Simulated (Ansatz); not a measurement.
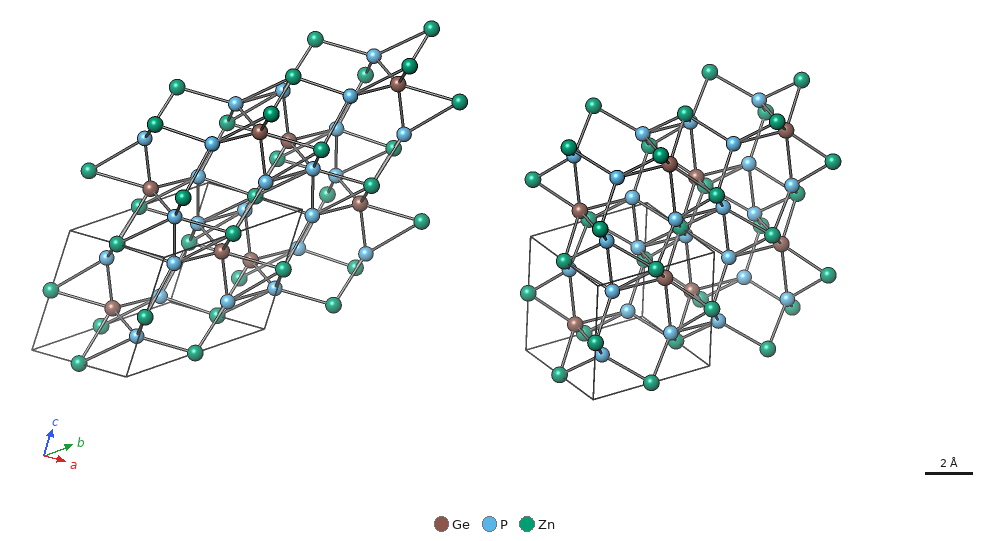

Two geometries of solid Zn3Ge2P6 (set up in R-3m) (coarse preliminary run), drawn at one scale. One is the start of a relaxation, the other its converged end. The picture is a ball-and-stick view of the cell of the calculation, repeated 1 × 2 × 2 with one cell outlined, seen from a free direction.

The calculation used DFT PBE+D3(BJ), scalar-relativistic, plane waves, PAW in Ansatz 0.2.0. (plane-wave cutoff 420 eV; k-point mesh 3 × 3 × 3; occupations gaussian; smearing width 0.1 eV; no spin polarisation; cell and atoms relaxed; force threshold 0.0325 eV/Å; at most 70 steps)

Question: Which of the two is the end point?

Answer: The left one is the relaxed one. Case: 3 Zn put on empty site 2 of 1 host cells, relaxed. The largest moves relative to the cell, 0.54 Å, are those of Ge atoms. By element the largest moves are Ge 0.54 Å, P 0.19 Å. Zn stays in place. Cell: a = b = c 5.571 → 6.308 Å (+13.2 %), α 86.0° → 65.4°, β 86.0° → 65.4°, γ 86.0° → 65.4°. Volume +15.5 %. Some distances before and after: P–Zn 2.320 → 3.147 Å, Ge–Zn 2.402 → 2.763 Å, Ge–P 2.657 → 2.424 Å, P–Zn 2.417 → 2.610 Å. Among the angles between lasting bonds that change: Zn–Ge–Zn 104.5° → 76.1°, Ge–Zn–P 104.2° → 78.8°, Ge–Zn–P 75.8° → 101.2°. The space group stays R-3m (No. 166). The energy falls by 505 meV per atom in 16 accepted moves (18 points after the start). Largest force component: 1.4 eV/Å at the start, 0.0087 eV/Å at the end. Pressure: 20.05 GPa at the start and 0.04 GPa at the end. The SCF was repeated twice at an unchanged geometry on a basis and grid sized afresh for the cell, which shifted the energy by 56.2 meV per atom at most.

Limits of the set-up: the k-point mesh is coarse for a cell with partly filled bands.
